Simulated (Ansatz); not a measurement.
# Calculations on AlP

**1. Vibrations**

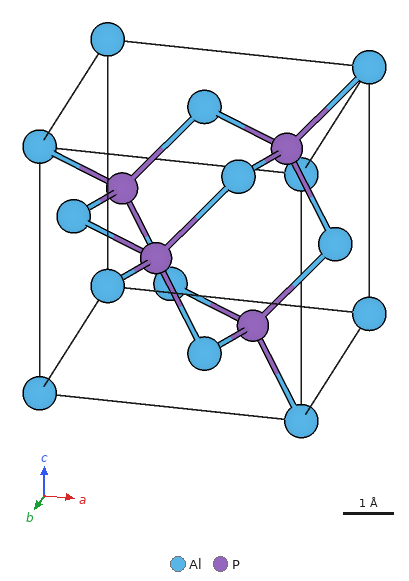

Normal modes of crystalline AlP, at the zone centre. The picture is a ball-and-stick view of the conventional cell (4 times the calculation's cell), seen from a free direction. Lengths and directions refer to the drawn axes.

These are results of DFT PBE, scalar-relativistic, plane waves, PAW in Ansatz 0.2.0, not measurements.

The input:
```yaml
crystal:
  lattice:
    - [0.0, 2.7538855109, 2.7538855109]
    - [2.7538855109, 0.0, 2.7538855109]
    - [2.7538855109, 2.7538855109, 0.0]
  atoms:
    - { symbol: Al, position: [0.0, 0.0, 0.0] }
    - { symbol: P, position: [0.75, 0.75, 0.75] }
basis:
  ecutwfc: 420
kpoints:
  mp_grid: { grid: [8, 8, 8] }
hamiltonian:
  xc: pbe
scf:
  occupations: { method: fixed }
output:
  eigenvalues: true
phonons:
  method: dfpt
  dielectric: true
  rigid_motions: translations
  eigenvectors: true
```

Run as
```bash
ansatz run input.yaml --threads 1 --pin off --max-ram 3072MiB --backend cpu --events-out ev --progress --plain --runs-dir out
```

Frequencies are those without the non-analytic (LO–TO) term.

**Which optical modes does it have, at what frequencies, and is it stable there?**

The calculation's cell holds 2 atoms, so there are 3 optical modes, in 1 level. The optical modes span T₂. No level is unstable.

```tsv
level	symmetry	frequency (cm⁻¹)	activity
1	T₂	427	infrared- and Raman-active
```

The modes drawn as arrows (one member of each degenerate set):

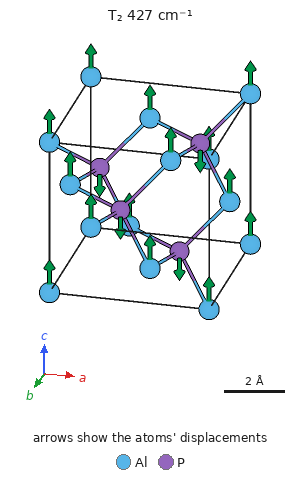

**2. Vibrations**

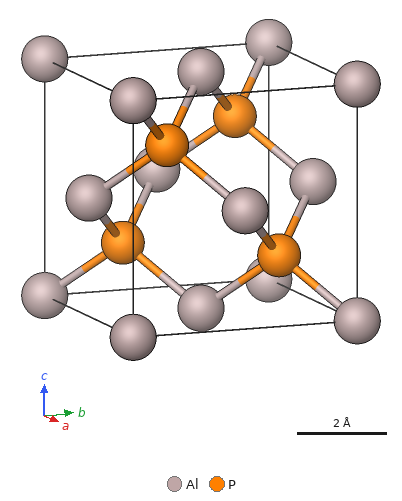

Normal modes of crystalline AlP at 0.98 times its rest volume, space group F-43m (No. 216), at the zone centre. A ball-and-stick model of the conventional cell (4 times the calculation's cell), seen slightly off an axis. Lengths and directions refer to the drawn axes.

Method: DFT PBE, scalar-relativistic, plane waves, PAW in Ansatz 0.2.0. Set-up: plane-wave cutoff 420 eV; k-point mesh 8 × 8 × 8; occupations fixed; no spin polarisation.

Frequencies are those without the non-analytic (LO–TO) term.

> List the optical modes.

The calculation's cell holds 2 atoms, so there are 3 optical modes, in 1 level. The optical modes span T₂. No level is unstable.

```csv
level,symmetry,frequency (cm⁻¹),activity
1,T₂,437,infrared- and Raman-active
```

The modes drawn as arrows (one member of each degenerate set):

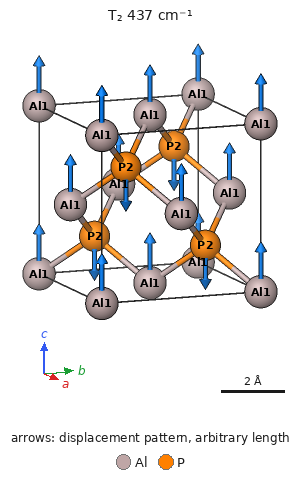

**3. One mode**

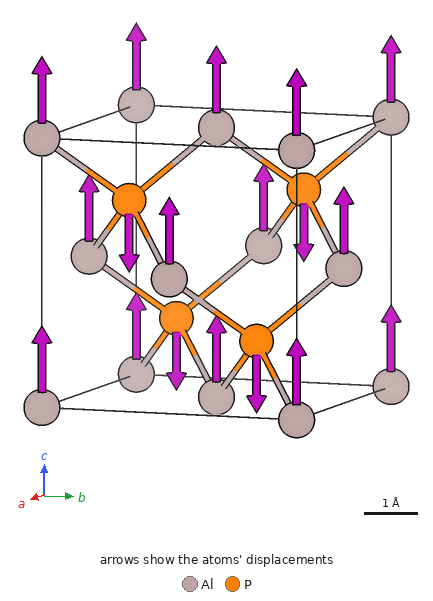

One vibrational mode of crystalline AlP relaxed at 20 GPa at the zone centre. The purple arrows are the displacements of the atoms (eigenvector over the root of the mass), of arbitrary overall length and sign. Style: ball-and-stick. Shown: the conventional cell (4 times the calculation's cell), slightly off an axis. Lengths and directions refer to the drawn axes.

All numbers below come from Ansatz 0.2.0, DFT LDA, scalar-relativistic, plane waves, PAW. Set-up: plane-wave cutoff 420 eV; k-point mesh 10 × 10 × 10; occupations fixed; target pressure 20 GPa; no spin polarisation.

Frequencies are those without the non-analytic (LO–TO) term.

> Describe the mode and give its frequency.

This is the T₂ mode (triply degenerate; one member of the set is drawn) at 66.0 meV, the only optical level, infrared- and Raman-active by symmetry. The Al sublattice moves against the P sublattice, along c; the kinetic energy is shared as Al 53 %, P 47 %. Its infrared intensity is 22 (D/Å)²/amu for the set. The value is the transverse one; the longitudinal partner lies at 581 cm⁻¹.

**4. One mode**

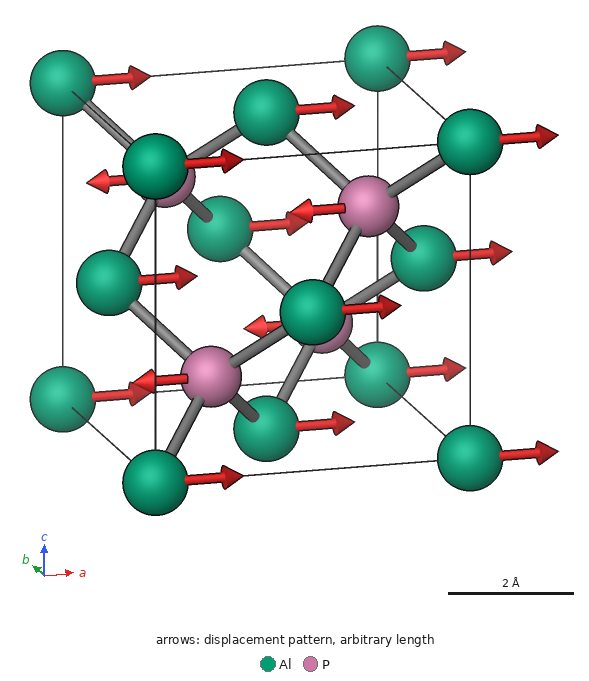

One vibrational mode of solid AlP relaxed at 15 GPa at the zone centre. Displacements are drawn as red arrows; their common scale and sign are arbitrary. The picture is a ball-and-stick view of the conventional cell (4 times the calculation's cell), seen from a free direction. Lengths and directions refer to the drawn axes.

Computed with DFT PBE, scalar-relativistic, plane waves, PAW in Ansatz. Settings: plane-wave cutoff 420 eV; k-point mesh 10 × 10 × 10; occupations fixed; target pressure 15 GPa; no spin polarisation.

Frequencies are those without the non-analytic (LO–TO) term.

Question: Describe the mode and give its frequency.

Answer: This is the T₂ mode (triply degenerate; one member of the set is drawn) at 62.2 meV, the only optical level, infrared- and Raman-active by symmetry. The Al sublattice moves against the P sublattice, along a; the kinetic energy is shared as Al 53 %, P 47 %. Its infrared intensity is 23 (D/Å)²/amu for the set. The value is the transverse one; the longitudinal partner lies at 554 cm⁻¹.

**5. Softest mode**

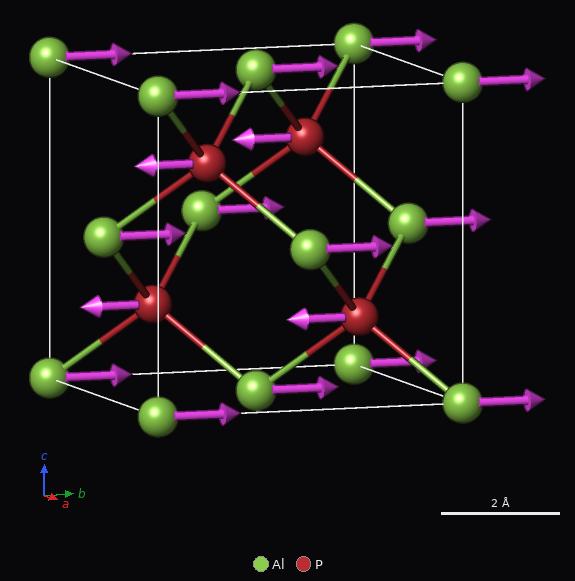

The lowest optical mode of a crystal of AlP relaxed at 1 GPa, space group F-43m (No. 216), at the zone centre. Displacements are drawn as pink arrows; their common scale and sign are arbitrary. A ball-and-stick model of the conventional cell (4 times the calculation's cell), seen slightly off an axis. Lengths and directions refer to the drawn axes.

Computed with DFT PBE, scalar-relativistic, plane waves, PAW (Ansatz 0.2.0).

The input:
```yaml
crystal:
  lattice:
    - [0.0, 2.743080554, 2.743080554]
    - [2.743080554, 0.0, 2.743080554]
    - [2.743080554, 2.743080554, 0.0]
  atoms:
    - { symbol: Al, position: [0.0, 0.0, 0.0] }
    - { symbol: P, position: [0.75, 0.75, 0.75] }
basis:
  ecutwfc: 420
kpoints:
  mp_grid: { grid: [8, 8, 8] }
hamiltonian:
  xc: pbe
scf:
  occupations: { method: fixed }
output:
  eigenvalues: true
phonons:
  method: dfpt
  dielectric: true
  rigid_motions: translations
  eigenvectors: true
```

Launched with:
```bash
ansatz run input.yaml --threads 1 --pin off --max-ram 3072MiB --backend cpu --events-out ev --progress --plain --runs-dir out
```

Frequencies are those without the non-analytic (LO–TO) term.

Q: Is this crystal at a minimum with respect to the drawn distortion?

A: Yes: this softest mode has a real frequency, and so have all others here. That speaks for this wave vector alone: the rest of the zone wasn't checked in this run. This is the T₂ mode (triply degenerate; one member of the set is drawn) at 433 cm⁻¹, the only optical level, infrared- and Raman-active by symmetry. The Al sublattice moves against the P sublattice, along b; the kinetic energy is shared as Al 53 %, P 47 %. Its infrared intensity is 24 (D/Å)²/amu for the set. The value is the transverse one; the longitudinal partner lies at 488 cm⁻¹.

**6. Softest mode**

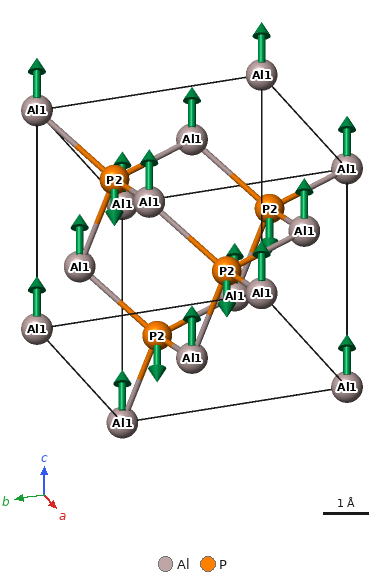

The lowest optical mode of a crystal of AlP relaxed at 8 GPa, space group F-43m (No. 216), at the zone centre. The green arrows give the relative displacements of the atoms. Style: ball-and-stick. Shown: the conventional cell (4 times the calculation's cell), from a free direction. Lengths and directions refer to the drawn axes.

Theory: DFT PBE, scalar-relativistic, plane waves, PAW (Ansatz 0.2.0). Set-up: plane-wave cutoff 420 eV; k-point mesh 10 × 10 × 10; occupations fixed; target pressure 8 GPa; no spin polarisation.

Frequencies are those without the non-analytic (LO–TO) term.

### Is the structure stable against all modes at this point?

Yes: this softest mode has a real frequency, and so have all others here. That speaks for this wave vector alone: the rest of the zone wasn't checked in this run. This is the T₂ mode (triply degenerate; one member of the set is drawn) at 470 cm⁻¹, the only optical level, infrared- and Raman-active by symmetry. The Al sublattice moves against the P sublattice, along c; the kinetic energy is shared as Al 53 %, P 47 %. Its infrared intensity is 23 (D/Å)²/amu for the set. The value is the transverse one; the longitudinal partner lies at 524 cm⁻¹.
